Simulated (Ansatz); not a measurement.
## Geometry relaxation, with input and output: C (part 3 of 3)

C (slab, 19 atoms in the cell); DFT PBEsol, scalar-relativistic, plane waves, PAW, spin-polarised (Ansatz 0.2.0); cutoff 420 eV, 2×2×1 k-mesh, Fermi–Dirac smearing of 0.05 eV, collinear spins. It belongs to a series of runs on one base structure; here: start relaxed.

Geometry of the input (Å; fractional positions):
```
7.3980  0.0000  0.0000
-3.6990  6.4069  0.0000
0.0000  0.0000  11.0000
C  0.0000  0.0000  0.0909
C  0.2222  0.1111  0.0909
C  0.0000  0.3333  0.0909
C  0.2222  0.4444  0.0909
C  -0.0000  0.6667  0.0909
C  0.2222  0.7778  0.0909
C  0.3333  0.0000  0.0909
C  0.5556  0.1111  0.0909
C  0.3333  0.3333  0.0909
C  0.5556  0.4444  0.0909
C  0.3333  0.6667  0.0909
C  0.5556  0.7778  0.0909
C  0.6667  0.0000  0.0909
C  0.8889  0.1111  0.0909
C  0.6667  0.3333  0.0909
C  0.8889  0.4444  0.0909
C  0.6667  0.6667  0.0909
C  0.8889  0.7778  0.0909
C  0.5118  0.0427  0.2264
```

Trajectory as extended XYZ, continued:
```
19
Lattice="7.3980 0.0000 0.0000 -3.6990 6.4069 0.0000 0.0000 0.0000 11.0000" Properties=species:S:1:pos:R:3:forces:R:3 step=3 energy=-4680.05565
C     0.0014    0.0021    1.0704    0.0339  -0.0395  -0.0197
C     1.2280    0.7148    1.0805    0.0224   0.1061  -0.0198
C    -1.2337    2.1259    0.9966    0.0704  -0.0656   0.0084
C     0.0000    2.8291    0.9745    0.0183   0.0388   0.0232
C    -2.4622    4.2707    0.9715    0.1296  -0.0278  -0.0201
C    -1.2234    4.9536    0.9883   -0.0754   0.0196  -0.0697
C     2.4649   -0.0216    1.0885    0.4369  -0.1805   0.4670
C     3.7057    0.7403    1.0002    0.0538   0.4049   0.3117
C     1.2359    2.1268    1.0008   -0.0451  -0.1090   0.0083
C     2.4686    2.8550    0.9363    0.0275   0.0655  -0.0122
C     0.0015    4.2459    0.9508   -0.1111  -0.0902  -0.0311
C     1.2317    4.9589    0.9827   -0.0332   0.2618   0.1080
C     4.9378   -0.0225    1.0560   -0.1294  -0.1256   0.0110
C     6.1726    0.7092    1.0689   -0.1021   0.0315  -0.0180
C     3.7004    2.1806    0.8976    0.0457  -0.1806  -0.0924
C     4.9347    2.8537    0.9350   -0.1022   0.0208  -0.0150
C     2.4688    4.2734    0.9690    0.0679  -0.0780   0.0204
C     3.7033    4.9824    1.0093   -0.1018   0.0717  -0.0121
C     3.5833    0.3432    2.5130   -0.2060  -0.1238  -0.6483
19
Lattice="7.3980 0.0000 0.0000 -3.6990 6.4069 0.0000 0.0000 0.0000 11.0000" Properties=species:S:1:pos:R:3:forces:R:3 step=4 energy=-4680.11599
C     0.0039    0.0039    1.1053    0.0721  -0.0618  -0.0202
C     1.2319    0.7169    1.1284    0.1379  -0.1269  -0.1513
C    -1.2329    2.1196    0.9930    0.0077   0.1092   0.0099
C     0.0011    2.8193    0.9709    0.0414   0.0017   0.0120
C    -2.4573    4.2717    0.9458    0.0810  -0.0034  -0.0493
C    -1.2168    4.9389    0.9780   -0.2045   0.2565  -0.0953
C     2.4761   -0.0353    1.1537    0.6166   0.0837   0.4771
C     3.7118    0.7642    1.0009    0.0049   0.0277   0.4872
C     1.2396    2.1210    1.0118    0.0120  -0.0101   0.0084
C     2.4717    2.8611    0.9061   -0.1228   0.1234   0.0572
C    -0.0003    4.2329    0.9366   -0.0654  -0.0208   0.0388
C     1.2278    4.9546    0.9947   -0.0002   0.4738   0.1048
C     4.9359   -0.0306    1.0831   -0.1773   0.2086  -0.1651
C     6.1732    0.7088    1.0990   -0.2425  -0.2451  -0.1237
C     3.7026    2.2026    0.8387    0.0345  -0.7955   0.0474
C     4.9358    2.8574    0.8909    0.0682   0.0720   0.0201
C     2.4708    4.2776    0.9630    0.0695  -0.1059   0.0286
C     3.7052    4.9854    1.0108   -0.0933   0.0690   0.0139
C     3.5391    0.3513    2.4793   -0.2398  -0.0560  -0.7013
19
Lattice="7.3980 0.0000 0.0000 -3.6990 6.4069 0.0000 0.0000 0.0000 11.0000" Properties=species:S:1:pos:R:3:forces:R:3 step=5 energy=-4680.15652
C     0.0083    0.0032    1.1170    0.0755   0.0460  -0.0244
C     1.2373    0.7162    1.1590    0.1250  -0.2269  -0.1495
C    -1.2302    2.1173    0.9807   -0.0599   0.1198   0.0025
C     0.0030    2.8134    0.9660    0.0386  -0.0692  -0.0084
C    -2.4525    4.2740    0.9201   -0.0299  -0.0756  -0.0581
C    -1.2131    4.9308    0.9646   -0.1741   0.3222  -0.0053
C     2.4916   -0.0471    1.2294    0.2343   0.0735   0.0092
C     3.7183    0.7843    1.0160    0.1524  -0.3358   0.1782
C     1.2430    2.1154    1.0240    0.0968   0.1038   0.0106
C     2.4736    2.8640    0.9024   -0.1205   0.1179   0.0292
C    -0.0026    4.2265    0.9286    0.1039   0.1623   0.0928
C     1.2266    4.9602    1.0071   -0.0398   0.2461   0.0970
C     4.9363   -0.0331    1.0916   -0.0534   0.4951  -0.3965
C     6.1742    0.7044    1.0983   -0.2070  -0.2525  -0.1208
C     3.7047    2.2111    0.8062   -0.0296  -0.7368   0.2148
C     4.9394    2.8592    0.8586    0.1261   0.1034   0.0058
C     2.4739    4.2819    0.9689    0.0318  -0.0942   0.0047
C     3.7077    4.9870    1.0113   -0.1092  -0.0500   0.0057
C     3.4799    0.3527    2.4401   -0.1611   0.0510   0.1122
19
Lattice="7.3980 0.0000 0.0000 -3.6990 6.4069 0.0000 0.0000 0.0000 11.0000" Properties=species:S:1:pos:R:3:forces:R:3 step=6 energy=-4680.20127
C     0.0090    0.0034    1.0885    0.0959  -0.0660  -0.0054
C     1.2389    0.7120    1.1405    0.0153   0.0071  -0.0369
C    -1.2275    2.1214    0.9710    0.0580   0.0917   0.0036
C     0.0067    2.8180    0.9661   -0.0051  -0.0022  -0.0044
C    -2.4544    4.2713    0.9181    0.0679   0.0905  -0.0251
C    -1.2158    4.9369    0.9665   -0.0872  -0.1083  -0.0366
C     2.4933   -0.0483    1.2365    0.0634   0.1510   0.0223
C     3.7229    0.7783    1.0326    0.1170  -0.3106   0.1604
C     1.2458    2.1165    1.0252   -0.0358  -0.0160   0.0093
C     2.4746    2.8606    0.9240    0.0157   0.1059  -0.0206
C    -0.0001    4.2357    0.9414   -0.0264  -0.0017   0.0164
C     1.2286    4.9689    1.0107   -0.0078   0.1556   0.0865
C     4.9398   -0.0218    1.0673    0.1185   0.0919  -0.3630
C     6.1747    0.7055    1.0649   -0.0346  -0.1100  -0.0484
C     3.7062    2.1987    0.8356   -0.0392  -0.1571   0.1090
C     4.9412    2.8577    0.8683   -0.0254  -0.0115  -0.0303
C     2.4742    4.2801    0.9751   -0.0409  -0.0564   0.0069
C     3.7047    4.9829    1.0026   -0.0080   0.0813   0.0074
C     3.4566    0.3437    2.4553   -0.2411   0.0649   0.1489
19
Lattice="7.3980 0.0000 0.0000 -3.6990 6.4069 0.0000 0.0000 0.0000 11.0000" Properties=species:S:1:pos:R:3:forces:R:3 step=7 energy=-4680.26002
C     0.0210    0.0029    1.0294    0.0182  -0.0269   0.0238
C     1.2446    0.7101    1.1121   -0.1863   0.3754   0.0449
C    -1.2160    2.1277    0.9434   -0.0847  -0.0880  -0.0158
C     0.0124    2.8245    0.9641   -0.0481   0.0338  -0.0006
C    -2.4498    4.2720    0.8977   -0.2410  -0.0462   0.0480
C    -1.2214    4.9376    0.9636    0.4034  -0.2161   0.0269
C     2.4978   -0.0486    1.2724   -0.5107  -0.1506   0.0010
C     3.7336    0.7651    1.0891    0.4572  -0.1730   0.3414
C     1.2487    2.1194    1.0324    0.0346  -0.1219  -0.0395
C     2.4793    2.8621    0.9639    0.1514  -0.1600   0.0028
C    -0.0004    4.2455    0.9662    0.0262   0.0772  -0.0984
C     1.2338    4.9878    1.0253   -0.0402  -0.3305  -0.0819
C     4.9522   -0.0112    1.0067    0.3919  -0.0213  -0.1503
C     6.1843    0.7010    0.9878    0.0103   0.2519   0.0114
C     3.7099    2.1806    0.8967   -0.0838   0.6151  -0.0984
C     4.9450    2.8551    0.8724   -0.0734  -0.1554  -0.0256
C     2.4771    4.2821    0.9864    0.1524   0.1999  -0.0166
C     3.7086    4.9851    0.9787   -0.1268  -0.2302   0.0032
C     3.3586    0.3226    2.5018   -0.2506   0.1667   0.0237
19
Lattice="7.3980 0.0000 0.0000 -3.6990 6.4069 0.0000 0.0000 0.0000 11.0000" Properties=species:S:1:pos:R:3:forces:R:3 step=8 energy=-4680.22688 accepted=F
C     0.0315    0.0067    0.9453    0.1576  -0.5866   0.0212
C     1.2472    0.7136    1.0733   -0.1899  -0.0002  -0.0186
C    -1.2081    2.1343    0.8983    0.2195  -0.0060  -0.0741
C     0.0239    2.8335    0.9462   -0.3311  -0.1461  -0.0247
C    -2.4538    4.2591    0.8668    0.0783   0.4611   0.2697
C    -1.2192    4.9342    0.9629    0.2015  -0.0303   0.2687
C     2.4975   -0.0545    1.3506   -1.8763  -0.2169  -1.2221
C     3.7658    0.7575    1.2029    0.6056  -0.5981   0.4031
C     1.2582    2.1179    1.0305    0.0973   0.1967  -0.0661
C     2.4971    2.8594    1.0116   -0.1515  -0.2467   0.0654
C     0.0089    4.2591    0.9855    0.3024   0.1512  -0.0505
C     1.2513    5.0086    1.0371    0.1004  -0.4977  -0.5296
C     4.9838    0.0119    0.9355   -0.6449  -0.8831   0.6695
C     6.1925    0.7018    0.8805    0.5870   0.8845   0.0794
C     3.7210    2.1641    0.9781   -0.2805   0.7528  -0.2316
C     4.9442    2.8477    0.8711    0.3470  -0.2276  -0.0689
C     2.4927    4.2828    0.9928   -0.5309   0.0466  -0.0615
C     3.7045    4.9728    0.9444    0.6289   0.5904  -0.0493
C     3.1803    0.3108    2.5765    0.6794   0.3564   0.6201
19
Lattice="7.3980 0.0000 0.0000 -3.6990 6.4069 0.0000 0.0000 0.0000 11.0000" Properties=species:S:1:pos:R:3:forces:R:3 step=9 energy=-4680.32553
C     0.0272    0.0053    0.9885   -0.1235  -0.2859  -0.0118
C     1.2397    0.7123    1.0821    0.0868   0.1540   0.0173
C    -1.2117    2.1315    0.9243   -0.0144  -0.0303  -0.0242
C     0.0161    2.8289    0.9484   -0.0292   0.0207   0.0014
C    -2.4518    4.2679    0.8951   -0.0402  -0.0069   0.0738
C    -1.2208    4.9373    0.9709    0.3096  -0.0818   0.1139
C     2.4823   -0.0513    1.2928   -0.3929   0.1821   0.0174
C     3.7513    0.7525    1.1549    0.2275  -0.0674   0.3442
C     1.2519    2.1177    1.0186    0.0210   0.1613  -0.0263
C     2.4887    2.8583    0.9800   -0.0784  -0.1166   0.0215
C     0.0070    4.2521    0.9680   -0.0261   0.0123  -0.0332
C     1.2435    4.9892    1.0178    0.0814  -0.0981  -0.1524
C     4.9680   -0.0069    0.9904    0.3710  -0.2572  -0.1414
C     6.1917    0.7056    0.9456   -0.1248   0.1380   0.0276
C     3.7161    2.1752    0.9386   -0.0996   0.2179  -0.1040
C     4.9456    2.8514    0.8786    0.0929  -0.0643  -0.0166
C     2.4836    4.2815    0.9799    0.0178   0.0332  -0.0442
C     3.7092    4.9817    0.9637    0.0689   0.0599  -0.0078
C     3.2814    0.3314    2.5518   -0.3477   0.0290  -0.0550
19
Lattice="7.3980 0.0000 0.0000 -3.6990 6.4069 0.0000 0.0000 0.0000 11.0000" Properties=species:S:1:pos:R:3:forces:R:3 step=10 energy=-4680.37951
C     0.0315   -0.0015    0.9574   -0.0268   0.0416  -0.0597
C     1.2397    0.7154    1.0582   -0.1299   0.0970  -0.0744
C    -1.2078    2.1338    0.9118    0.1824  -0.0989  -0.0102
C     0.0202    2.8345    0.9388   -0.1754  -0.0179  -0.0025
C    -2.4476    4.2664    0.8982    0.1297   0.0000   0.0703
C    -1.2159    4.9404    0.9840    0.1154  -0.0298   0.1145
C     2.4659   -0.0458    1.3127   -0.2071   0.1131  -0.0994
C     3.7662    0.7428    1.2164    0.1743  -0.0806   0.3521
C     1.2549    2.1231    1.0076   -0.0563  -0.0120  -0.0087
C     2.4913    2.8555    0.9889    0.0823  -0.0947  -0.0101
C     0.0155    4.2600    0.9708   -0.0535  -0.0266   0.0072
C     1.2566    4.9896    1.0010   -0.0071  -0.1404  -0.1606
C     4.9875   -0.0117    0.9734   -0.2655  -0.0266   0.1360
C     6.1958    0.7022    0.9139    0.0568   0.3089   0.0262
C     3.7194    2.1687    0.9668    0.0792   0.0957  -0.0393
C     4.9517    2.8478    0.8826   -0.1155  -0.0559  -0.0001
C     2.4889    4.2796    0.9673    0.1913  -0.0520  -0.0559
C     3.7141    4.9799    0.9516    0.0420  -0.0767  -0.0127
C     3.1914    0.3408    2.5886   -0.0162   0.0556  -0.1741
19
Lattice="7.3980 0.0000 0.0000 -3.6990 6.4069 0.0000 0.0000 0.0000 11.0000" Properties=species:S:1:pos:R:3:forces:R:3 step=11 energy=-4680.27501 accepted=F
C     0.0447    0.0147    0.8713   -0.9635  -1.0212  -0.0626
C     1.2262    0.7197    0.9906    1.1813  -0.3379   0.2666
C    -1.1962    2.1406    0.8801   -0.0910   0.0693  -0.0207
C     0.0229    2.8386    0.9086    0.3738   0.0040   0.0606
C    -2.4504    4.2582    0.8927    0.0833   0.0680   0.0647
C    -1.2206    4.9366    0.9955    0.4683   0.2074   0.1984
C     2.4420   -0.0531    1.3377   -0.1128   0.6719   0.1449
C     3.7947    0.7193    1.3339   -0.5430   0.2660   0.2944
C     1.2582    2.1124    0.9767    0.0753   1.0521   0.0072
C     2.5162    2.8463    1.0186   -0.6966  -0.1115  -0.0272
C     0.0226    4.2671    0.9794   -0.1168   0.0460   0.0345
C     1.2651    4.9918    0.9971    0.2073   0.1826  -0.3879
C     4.9997    0.0055    0.9587   -0.2133  -0.8703   0.6071
C     6.2116    0.7217    0.8384   -0.3381  -0.2144   0.1929
C     3.7362    2.1567    1.0549   -0.0046  -0.2240  -0.1756
C     4.9511    2.8400    0.9039    0.2806   0.0044   0.0487
C     2.5048    4.2764    0.9566   -0.3291  -0.2816  -0.0356
C     3.7159    4.9733    0.9187    0.4304   0.6563  -0.0579
C     3.0744    0.3555    2.6765    0.3088  -0.1672  -1.1527
19
Lattice="7.3980 0.0000 0.0000 -3.6990 6.4069 0.0000 0.0000 0.0000 11.0000" Properties=species:S:1:pos:R:3:forces:R:3 step=12 energy=-4680.41065
C     0.0306   -0.0005    0.9224   -0.0311   0.0090  -0.0073
C     1.2364    0.7203    1.0200   -0.0745  -0.0171  -0.0404
C    -1.2043    2.1335    0.9158    0.1333   0.0127   0.0152
C     0.0195    2.8373    0.9251   -0.1066  -0.0443   0.0240
C    -2.4381    4.2653    0.9031    0.0056   0.0258   0.0230
C    -1.2097    4.9443    0.9988   -0.0028   0.0054  -0.0074
C     2.4514   -0.0380    1.3077   -0.0671   0.0478  -0.0015
C     3.7749    0.7397    1.2893    0.0302  -0.0303   0.0562
C     1.2547    2.1265    0.9808    0.0325  -0.0052   0.0336
C     2.4984    2.8488    0.9777    0.0223   0.0015   0.0011
C     0.0189    4.2618    0.9716    0.0501   0.0203   0.0306
C     1.2641    4.9851    0.9857    0.0193  -0.0245  -0.0300
C     4.9890   -0.0149    1.0072   -0.0065  -0.0442  -0.0388
C     6.1940    0.7055    0.9142    0.0284   0.0206   0.0001
C     3.7271    2.1640    0.9956    0.0384   0.0792  -0.0199
C     4.9559    2.8453    0.8995   -0.0526  -0.0218  -0.0013
C     2.4999    4.2748    0.9379    0.0519   0.0033  -0.0026
C     3.7222    4.9789    0.9287   -0.0229  -0.0544  -0.0003
C     3.1343    0.3435    2.6089   -0.0480   0.0162  -0.0344
19
Lattice="7.3980 0.0000 0.0000 -3.6990 6.4069 0.0000 0.0000 0.0000 11.0000" Properties=species:S:1:pos:R:3:forces:R:3 step=13 energy=-4680.41329
C     0.0286   -0.0014    0.9125    0.0086   0.0053  -0.0034
C     1.2327    0.7211    1.0034    0.0103  -0.0004   0.0206
C    -1.2010    2.1332    0.9254    0.0122   0.0192  -0.0061
C     0.0194    2.8381    0.9358   -0.0017  -0.0141  -0.0082
C    -2.4357    4.2657    0.9063    0.0055   0.0039  -0.0044
C    -1.2081    4.9465    0.9969    0.0153   0.0076   0.0313
C     2.4469   -0.0337    1.2963   -0.0502  -0.0184  -0.0380
C     3.7763    0.7371    1.2964    0.0274   0.0130  -0.0099
C     1.2554    2.1276    0.9812    0.0052  -0.0088   0.0043
C     2.5012    2.8476    0.9798    0.0076  -0.0160   0.0050
C     0.0215    4.2631    0.9786    0.0057   0.0142   0.0068
C     1.2679    4.9831    0.9840   -0.0137   0.0123  -0.0140
C     4.9904   -0.0172    1.0055   -0.0169  -0.0031   0.0084
C     6.1942    0.7050    0.9139   -0.0032   0.0084  -0.0172
C     3.7307    2.1643    1.0000    0.0016  -0.0154   0.0252
C     4.9586    2.8452    0.9075   -0.0130  -0.0132  -0.0035
C     2.5037    4.2729    0.9382   -0.0111  -0.0010  -0.0144
C     3.7238    4.9775    0.9254    0.0094  -0.0140  -0.0026
C     3.1128    0.3459    2.6029    0.0010   0.0206   0.0201
```

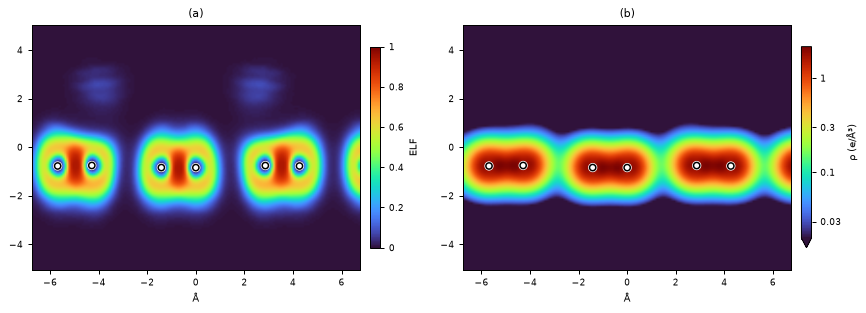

**Figure 1.** (a) electron localisation function; (b) valence pseudo-density on the (110) plane of the calculation cell, a cut from vacuum to vacuum. Circles mark the nuclei in the plane (C). Atoms in the plane: C. C–C (1.42 Å): ρ at the midpoint is about 2 e/Å³; the ELF peaks at about 0.95 between the atoms (localised, shared-pair bonding). The density dies away to nearly zero in the vacuum. In a PAW calculation such maps are meaningful between the atoms, not at the nuclei.

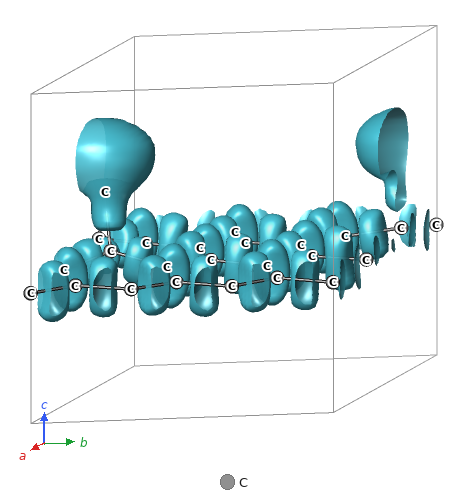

**Figure 2.** Isosurface of the ELF at 0.75 (cyan), seen slightly off an axis. Only the valence region is drawn (cores and ρ < 0.01 e/Å³ removed). Sticks mark near contacts. Counts are for one cell; the picture repeats the cell along the surface. Along the contacts the grid gives the following.

Summary:

- outcome: converged
- electrons treated: 76
- free energy: −4680.4133 eV
- Fermi energy: −1.255 eV
- net moment of the cell: 0.51 μB
- integrated absolute moment: 0.54 μB
- final volume: 521.38 Å³
- largest force (length of the vector) at the end: 0.066 eV/Å
- wall time: 3.3 min
- peak memory: 0.88 GiB

Notes:

The program warns: the exchange-correlation potential is rough where the density is thin. The input asks for low accuracy. The k-point mesh is coarse for a cell of this size, so the results may not be converged.
